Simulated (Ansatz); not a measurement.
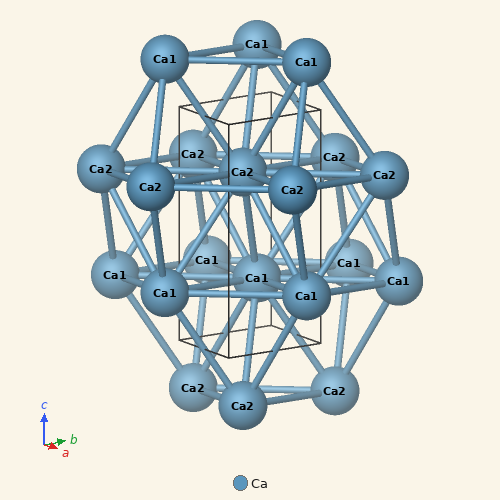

The system is Ca (P6_3/mmc, No. 194; 2 atoms in the cell); the picture shows the reference structure. 
- The cell is strained homogeneously, by one strain along x and y and another along z, with fractional coordinates fixed (x along [1 0 0], z along [0 0 1] of the conventional cell).
- The first coordinate is: strain along x and y; the second: strain along z.
- The scan uses a 5 × 5 grid.
- Energies: meV/atom, counted from the unstrained cell.
- The reference cell is the one listed in the database, not relaxed at this level.
- Level of theory: DFT PBEsol, scalar-relativistic, plane waves, PAW in Ansatz 0.2.0. Settings: cutoff 420 eV, k-mesh 12×12×8 in the order of the run's cell vectors, gaussian smearing 0.15 eV, no spin polarisation.

Its coordinates:

```yaml
crystal:
  lattice:
    - [3.98000, 0.00000, 0.00000]
    - [-1.99000, 3.44678, 0.00000]
    - [0.00000, 0.00000, 6.52000]
  atoms:
    - { symbol: Ca, position: [0.33333, 0.66667, 0.25000] }
    - { symbol: Ca, position: [0.66667, 0.33333, 0.75000] }
```

Range: strain along x and y from −3.0 to 3.0 %; strain along z from −3.0 to 3.0 %.

**What will the energy surface look like?**

The lowest grid point is at strain along x and y = −3.0 %, strain along z = −3.0 %, −18.6 meV/atom from the unstrained cell. It lies at the edge of the scanned range, so the true minimum may lie outside. The highest grid point, strain along x and y = 3.0 %, strain along z = 3.0 %, lies 69.1 meV/atom above the lowest.

| strain along z ↓, strain along x and y → | −3.0 | −1.5 | 0.0 | 1.5 | 3.0 |
| --- | --- | --- | --- | --- | --- |
| 3.0 | −1.6 | 4.5 | 15.6 | 31.1 | 50.5 |
| 1.5 | −9.1 | −3.6 | 6.9 | 21.7 | 40.4 |
| 0.0 | −14.5 | −9.7 | 0.0 | 14.1 | 32.1 |
| −1.5 | −17.8 | −13.7 | −4.8 | 8.5 | 25.7 |
| −3.0 | −18.6 | −15.5 | −7.5 | 4.9 | 21.1 |

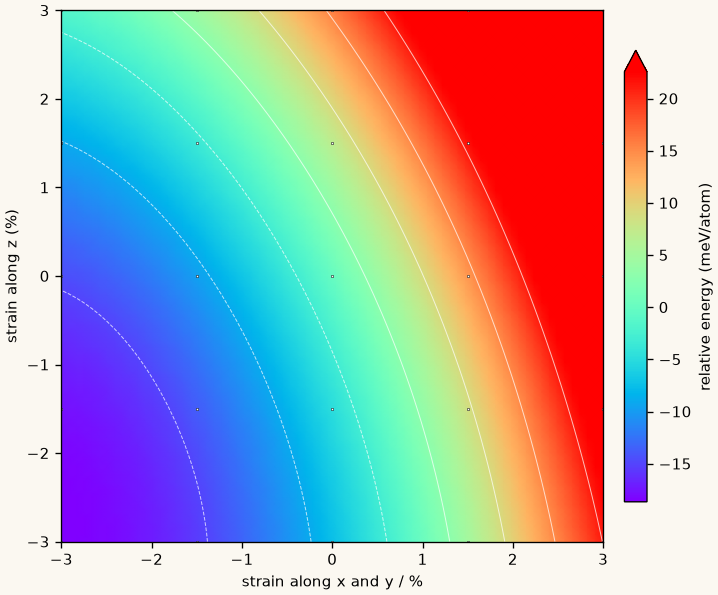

Drawn: a smooth colour map with a few white contour lines, dots at the grid points, one colour for all values above the top of the scale. Between grid points the surface is interpolated.
